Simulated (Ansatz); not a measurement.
## Single-point calculation of CoO (part 2 of 2)

Continued. System: CoO (6 atoms in the cell). Method: DFT r2SCAN+U, scalar-relativistic, plane waves, PAW, Ueff = 3.32 eV on Co d (Ansatz 0.2.0); cutoff 500 eV, 12×12×4 k-mesh, Gaussian smearing of 0.02 eV, collinear spins. The structure derives from a Materials Project entry. The run did not end well. It belongs to a series of runs on one base structure; here: the same crystal in its conventional cell.

Geometry of the input (Å; fractional positions):
```
3.0460  0.0000  0.0000
-1.5230  2.6379  0.0000
0.0000  0.0000  7.3440
Co 0.0000  0.0000  0.0000
Co 0.6667  0.3333  0.3333
Co 0.3333  0.6667  0.6667
O  0.3333  0.6667  0.1667
O  0.0000  0.0000  0.5000
O  0.6667  0.3333  0.8333
```

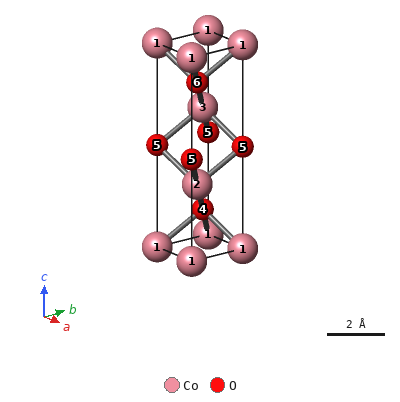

**Figure 1.** The input geometry (ball-and-stick view of the cell of the calculation, seen slightly off an axis; atoms are numbered from 1 in the order of the input). An atom can appear more than once, as a periodic image.

What the program printed, continued
```
SCF iter   1: F=—  HF=-17095.423360 eV  |F-HF|=—  |Δ(HF+E_count)|=         —  Δρ=8.35e-2 (↑5.45e-6 ↓8.35e-2)  dr2=8.34e-1  dr2_τ=2.52e-2  dr2_m=9.42e-1  M=9.000 μB ∫|m|=9.056 μB  β_m=1.20  ethr=1.45e-6  ⟨swp⟩=1.1  Hψ=103980  notcnv=0
preconditioner: auto → Resta (q_TF=auto, 2.800 Å⁻¹)  ε∞=6.2  [insulator: Δε(μ)=1.537 eV  Ē_g=14.269 eV  σ=0.020 eV  W_gap=1.00  n_scr=24 (ndim 8)  ℏωp=32.4 eV  f_vac=0.000  D(μ)=0.00/eV (n_scr^D=0)  ε∞_Penn≈6.2]
spin=Collinear: Resta preconditioning applied to the charge; magnetization (m = ρ↑ − ρ↓) channel mixes plain (no charge-response kernel on spin).
SCF iter   2: F=—  HF=-17095.829696 eV  |F-HF|=—  |Δ(HF+E_count)|=   4.06e-1  Δρ=3.67e-2 (↑3.67e-2 ↓2.35e-2)  dr2=4.21e-1  dr2_τ=1.43e-2  dr2_m=3.80e-2  M=9.000 μB ∫|m|=9.056 μB  β_m=1.20  ethr=1.45e-6  ⟨swp⟩=1.1  Hψ=75613  notcnv=0  κ⁻¹=1.0e0(r=1)
SCF iter   3: F=—  HF=-17096.333288 eV  |F-HF|=—  |Δ(HF+E_count)|=   5.04e-1  Δρ=2.11e-2 (↑2.07e-2 ↓2.11e-2)  dr2=2.11e-1  dr2_τ=6.53e-3  dr2_m=7.09e-4  M=9.000 μB ∫|m|=9.049 μB  β_m=1.20  ethr=1.45e-6  ⟨swp⟩=1.3  Hψ=54478  notcnv=0  κ⁻¹=4.3e-2(r=2)
SCF iter   4: F=—  HF=-17096.785717 eV  |F-HF|=—  |Δ(HF+E_count)|=   4.52e-1  Δρ=5.90e-3 (↑5.21e-3 ↓5.90e-3)  dr2=1.44e-2  dr2_τ=8.39e-4  dr2_m=2.52e-4  M=9.000 μB ∫|m|=9.039 μB  β_m=1.20  ethr=1.45e-6  ⟨swp⟩=1.0  Hψ=59466  notcnv=0  κ⁻¹=4.1e-3(r=3)
SCF iter   5: F=—  HF=-17096.816461 eV  |F-HF|=—  |Δ(HF+E_count)|=   3.07e-2  Δρ=4.02e-3 (↑3.75e-3 ↓4.02e-3)  dr2=6.48e-3  dr2_τ=3.92e-4  dr2_m=3.10e-5  M=9.000 μB ∫|m|=9.038 μB  β_m=1.20  ethr=1.45e-6  ⟨swp⟩=1.0  Hψ=49163  notcnv=0  κ⁻¹=1.3e-3(r=4)
SCF iter   6: F=—  HF=-17096.832886 eV  |F-HF|=—  |Δ(HF+E_count)|=   1.64e-2  Δρ=1.83e-3 (↑1.55e-3 ↓1.83e-3)  dr2=1.38e-3  dr2_τ=6.58e-5  dr2_m=1.85e-5  M=9.000 μB ∫|m|=9.037 μB  β_m=1.20  ethr=1.45e-6  ⟨swp⟩=1.1  Hψ=46094  notcnv=0  κ⁻¹=2.6e-4(r=5)
SCF iter   7: F=—  HF=-17096.835889 eV  |F-HF|=—  |Δ(HF+E_count)|=   3.00e-3  Δρ=4.83e-4 (↑4.43e-4 ↓4.83e-4)  dr2=1.34e-4  dr2_τ=5.14e-6  dr2_m=2.75e-6  M=9.000 μB ∫|m|=9.036 μB  β_m=1.20  ethr=1.45e-6  ⟨swp⟩=1.1  Hψ=45264  notcnv=0  κ⁻¹=9.0e-5(r=6)
SCF iter   8: F=—  HF=-17096.836076 eV  |F-HF|=—  |Δ(HF+E_count)|=   1.88e-4  Δρ=3.10e-4 (↑2.89e-4 ↓3.10e-4)  dr2=4.54e-5  dr2_τ=3.48e-6  dr2_m=2.43e-7  M=9.000 μB ∫|m|=9.036 μB  β_m=1.20  ethr=1.95e-7  ⟨swp⟩=1.0  Hψ=38648  notcnv=0  κ⁻¹=8.3e-6(r=7)
SCF iter   9: F=—  HF=-17096.836169 eV  |F-HF|=—  |Δ(HF+E_count)|=   9.29e-5  Δρ=1.49e-4 (↑1.34e-4 ↓1.49e-4)  dr2=1.14e-5  dr2_τ=6.91e-7  dr2_m=1.61e-7  M=9.000 μB ∫|m|=9.036 μB  β_m=1.20  ethr=6.57e-8  ⟨swp⟩=1.3  Hψ=40968  notcnv=0  κ⁻¹=8.3e-6(r=8)
Mixer restart at iter 9: flushing history
SCF iter  10: F=—  HF=-17096.836177 eV  |F-HF|=—  |Δ(HF+E_count)|=         —  Δρ=1.49e-4 (↑1.34e-4 ↓1.49e-4)  dr2=1.14e-5  dr2_τ=6.89e-7  dr2_m=1.61e-7  M=9.000 μB ∫|m|=9.036 μB  β_m=1.20  ethr=1.65e-8  ⟨swp⟩=1.0  Hψ=31365  notcnv=0
SCF iter  11: F=—  HF=-17096.939711 eV  |F-HF|=—  |Δ(HF+E_count)|=   1.04e-1  Δρ=3.64e-3 (↑1.05e-4 ↓3.64e-3)  dr2=1.72e-3  dr2_τ=3.53e-5  dr2_m=1.83e-3  M=9.000 μB ∫|m|=9.038 μB  β_m=1.20  ethr=1.65e-8  ⟨swp⟩=1.0  Hψ=35876  notcnv=0  κ⁻¹=1.0e0(r=1)
SCF iter  12: F=—  HF=-17097.131578 eV  |F-HF|=—  |Δ(HF+E_count)|=   1.92e-1  Δρ=6.27e-3 (↑5.67e-3 ↓6.27e-3)  dr2=1.90e-2  dr2_τ=4.22e-4  dr2_m=9.69e-5  M=9.000 μB ∫|m|=9.043 μB  β_m=1.20  ethr=1.65e-8  ⟨swp⟩=1.1  Hψ=58300  notcnv=0  κ⁻¹=5.0e-2(r=2)
SCF iter  13: F=—  HF=-17097.177486 eV  |F-HF|=—  |Δ(HF+E_count)|=   4.59e-2  Δρ=6.43e-3 (↑5.11e-3 ↓6.43e-3)  dr2=1.87e-2  dr2_τ=4.43e-4  dr2_m=2.53e-4  M=9.000 μB ∫|m|=9.043 μB  β_m=1.20  ethr=1.65e-8  ⟨swp⟩=1.3  Hψ=57857  notcnv=0  κ⁻¹=2.4e-2(r=3)
SCF iter  14: F=—  HF=-17097.213056 eV  |F-HF|=—  |Δ(HF+E_count)|=   3.56e-2  Δρ=1.01e-3 (↑8.17e-4 ↓1.01e-3)  dr2=1.16e-3  dr2_τ=5.28e-5  dr2_m=4.39e-5  M=9.000 μB ∫|m|=9.042 μB  β_m=1.20  ethr=1.65e-8  ⟨swp⟩=1.1  Hψ=64642  notcnv=0  κ⁻¹=2.4e-3(r=4)
SCF iter  15: F=—  HF=-17097.213841 eV  |F-HF|=—  |Δ(HF+E_count)|=   7.84e-4  Δρ=6.89e-4 (↑6.89e-4 ↓6.37e-4)  dr2=4.78e-4  dr2_τ=2.83e-5  dr2_m=4.77e-6  M=9.000 μB ∫|m|=9.043 μB  β_m=1.20  ethr=1.65e-8  ⟨swp⟩=1.0  Hψ=53559  notcnv=0  κ⁻¹=2.4e-3(r=5)
SCF iter  16: F=—  HF=-17097.214145 eV  |F-HF|=—  |Δ(HF+E_count)|=   3.05e-4  Δρ=4.29e-4 (↑4.05e-4 ↓4.29e-4)  dr2=1.54e-4  dr2_τ=1.05e-5  dr2_m=8.05e-7  M=9.000 μB ∫|m|=9.043 μB  β_m=1.20  ethr=1.65e-8  ⟨swp⟩=1.2  Hψ=45091  notcnv=0  κ⁻¹=8.8e-4(r=6)
SCF iter  17: F=—  HF=-17097.214294 eV  |F-HF|=—  |Δ(HF+E_count)|=   1.49e-4  Δρ=1.38e-4 (↑1.32e-4 ↓1.38e-4)  dr2=2.39e-5  dr2_τ=7.55e-7  dr2_m=1.67e-7  M=9.000 μB ∫|m|=9.043 μB  β_m=1.20  ethr=1.65e-8  ⟨swp⟩=1.2  Hψ=44213  notcnv=0  κ⁻¹=2.5e-4(r=7)
SCF iter  18: F=—  HF=-17097.214302 eV  |F-HF|=—  |Δ(HF+E_count)|=   7.93e-6  Δρ=7.17e-5 (↑6.69e-5 ↓7.17e-5)  dr2=3.99e-6  dr2_τ=2.40e-7  dr2_m=7.09e-8  M=9.000 μB ∫|m|=9.043 μB  β_m=1.20  ethr=1.65e-8  ⟨swp⟩=1.5  Hψ=41007  notcnv=0  κ⁻¹=2.6e-5(r=8)
SCF iter  19: F=—  HF=-17097.214311 eV  |F-HF|=—  |Δ(HF+E_count)|=   9.30e-6  Δρ=5.63e-5 (↑4.47e-5 ↓5.63e-5)  dr2=1.54e-6  dr2_τ=9.64e-8  dr2_m=4.99e-8  M=9.000 μB ∫|m|=9.043 μB  β_m=1.20  ethr=5.79e-9  ⟨swp⟩=1.0  Hψ=42241  notcnv=0  κ⁻¹=7.7e-6(r=8)
SCF iter  20: F=—  HF=-17097.214320 eV  |F-HF|=—  |Δ(HF+E_count)|=   8.52e-6  Δρ=4.49e-5 (↑3.09e-5 ↓4.49e-5)  dr2=7.85e-7  dr2_τ=2.14e-8  dr2_m=3.56e-8  M=9.000 μB ∫|m|=9.043 μB  β_m=1.20  ethr=2.23e-9  ⟨swp⟩=1.1  Hψ=41929  notcnv=0  κ⁻¹=5.0e-6(r=8)
SCF iter  21: F=—  HF=-17097.214327 eV  |F-HF|=—  |Δ(HF+E_count)|=   6.93e-6  Δρ=4.12e-5 (↑2.59e-5 ↓4.12e-5)  dr2=5.00e-7  dr2_τ=1.09e-8  dr2_m=3.34e-8  M=9.000 μB ∫|m|=9.043 μB  β_m=1.20  ethr=1.14e-9  ⟨swp⟩=1.0  Hψ=41837  notcnv=0  κ⁻¹=1.1e-6(r=8)
SCF iter  22: F=—  HF=-17097.214332 eV  |F-HF|=—  |Δ(HF+E_count)|=   5.29e-6  Δρ=4.00e-5 (↑2.53e-5 ↓4.00e-5)  dr2=4.67e-7  dr2_τ=1.00e-8  dr2_m=3.05e-8  M=9.000 μB ∫|m|=9.043 μB  β_m=1.20  ethr=7.25e-10  ⟨swp⟩=1.0  Hψ=43401  notcnv=0  κ⁻¹=1.6e-5(r=8)
SCF iter  23: F=—  HF=-17097.214349 eV  |F-HF|=—  |Δ(HF+E_count)|=   1.66e-5  Δρ=3.70e-5 (↑2.34e-5 ↓3.70e-5)  dr2=4.39e-7  dr2_τ=8.67e-9  dr2_m=2.68e-8  M=9.000 μB ∫|m|=9.043 μB  β_m=1.20  ethr=6.77e-10  ⟨swp⟩=1.0  Hψ=43171  notcnv=0  κ⁻¹=3.3e-5(r=8)
SCF iter  24: F=—  HF=-17097.214388 eV  |F-HF|=—  |Δ(HF+E_count)|=   3.92e-5  Δρ=3.07e-5 (↑2.26e-5 ↓3.07e-5)  dr2=5.10e-7  dr2_τ=1.62e-8  dr2_m=1.46e-8  M=9.000 μB ∫|m|=9.043 μB  β_m=1.20  ethr=6.36e-10  ⟨swp⟩=1.1  Hψ=53628  notcnv=0  κ⁻¹=5.5e-5(r=8)
SCF iter  25: F=—  HF=-17097.214410 eV  |F-HF|=—  |Δ(HF+E_count)|=   2.24e-5  Δρ=2.21e-5 (↑1.81e-5 ↓2.21e-5)  dr2=2.43e-7  dr2_τ=9.74e-9  dr2_m=9.64e-9  M=9.000 μB ∫|m|=9.043 μB  β_m=1.20  ethr=6.36e-10  ⟨swp⟩=1.1  Hψ=53066  notcnv=0  κ⁻¹=3.1e-4(r=8)
SCF iter  26: F=—  HF=-17097.214420 eV  |F-HF|=—  |Δ(HF+E_count)|=   9.23e-6  Δρ=1.71e-5 (↑1.47e-5 ↓1.71e-5)  dr2=2.25e-7  dr2_τ=4.51e-9  dr2_m=3.18e-9  M=9.000 μB ∫|m|=9.043 μB  β_m=1.20  ethr=3.52e-10  ⟨swp⟩=1.2  Hψ=54280  notcnv=0  κ⁻¹=1.2e-3(r=8)
SCF iter  27: F=—  HF=-17097.214420 eV  |F-HF|=—  |Δ(HF+E_count)|=   2.54e-7  Δρ=1.13e-5 (↑9.67e-6 ↓1.13e-5)  dr2=8.17e-8  dr2_τ=2.17e-9  dr2_m=3.80e-9  M=9.000 μB ∫|m|=9.043 μB  β_m=1.20  ethr=1.45e-10  ⟨swp⟩=1.1  Hψ=42333  notcnv=0  κ⁻¹=3.1e-3(r=8)
SCF iter  28: F=—  HF=-17097.214421 eV  |F-HF|=—  |Δ(HF+E_count)|=   7.86e-7  Δρ=8.32e-6 (↑6.88e-6 ↓8.32e-6)  dr2=3.47e-8  dr2_τ=2.00e-9  dr2_m=9.06e-10  M=9.000 μB ∫|m|=9.043 μB  β_m=1.20  ethr=1.18e-10  ⟨swp⟩=3.0  Hψ=39989  notcnv=0  κ⁻¹=2.6e-3(r=8)
SCF iter  29: F=-17097.214421 eV  HF=-17097.214420 eV  |F-HF|=3.25e-8  |Δ(HF+E_count)|=   6.51e-8  Δρ=6.26e-6 (↑4.86e-6 ↓6.26e-6)  dr2=1.83e-8  dr2_τ=6.26e-10  dr2_m=4.89e-10  M=9.000 μB ∫|m|=9.043 μB  ethr=5.02e-11  ⟨swp⟩=3.0  Hψ=38795  notcnv=0
SCF 2 converged in 29 iterations: F = -17097.214421 eV  dr2 = 1.83e-8
iter 1 solved again at ethr=1.97e-8 eV; its pass at ethr=3.10e-3 eV (dr2=1.36e-5 eV) is discarded
SCF iter   1: F=-17097.214421 eV  HF=-17097.214421 eV  |F-HF|=3.23e-8  |Δ(HF+E_count)|=         —  Δρ=6.31e-6 (↑4.87e-6 ↓6.31e-6)  dr2=1.88e-8  dr2_τ=6.26e-10  dr2_m=5.08e-10  M=9.000 μB ∫|m|=9.043 μB  β_m=1.20  ethr=1.97e-8  ⟨swp⟩=4.0  Hψ=107221  notcnv=0
preconditioner: auto → Resta (q_TF=auto, 2.800 Å⁻¹)  ε∞=6.0  [insulator: Δε(μ)=1.916 eV  Ē_g=14.438 eV  σ=0.020 eV  W_gap=1.00  n_scr=24 (ndim 8)  ℏωp=32.4 eV  f_vac=0.000  D(μ)=0.00/eV (n_scr^D=0)  ε∞_Penn≈6.0]
spin=Collinear: Resta preconditioning applied to the charge; magnetization (m = ρ↑ − ρ↓) channel mixes plain (no charge-response kernel on spin).
SCF iter   2: F=-17097.214421 eV  HF=-17097.214421 eV  |F-HF|=2.75e-8  |Δ(HF+E_count)|=   1.30e-9  Δρ=5.39e-6 (↑4.20e-6 ↓5.39e-6)  dr2=1.38e-8  dr2_τ=4.05e-10  dr2_m=2.94e-10  M=9.000 μB ∫|m|=9.043 μB  ethr=2.73e-11  ⟨swp⟩=5.4  Hψ=50892  notcnv=0
SCF 3 converged in 2 iterations: F = -17097.214421 eV  dr2 = 1.38e-8
Symmetry: 4 space group operations
Initial wavefunctions: those read from a saved state, or passed on in memory by an earlier step or the calling program
```

Outcome

```tsv
quantity	value
outcome	stopped at the time limit
space group (tolerance 0.01 Å)	R-3m (166)
hardware	1 thread of Arm Neoverse V1, 24 GiB of memory available, shared host
wall time	11 min
peak memory	1.6 GiB
```

What went wrong

The run was cut off by its time limit, so the output is incomplete. The electronic state found may not be the lowest one.
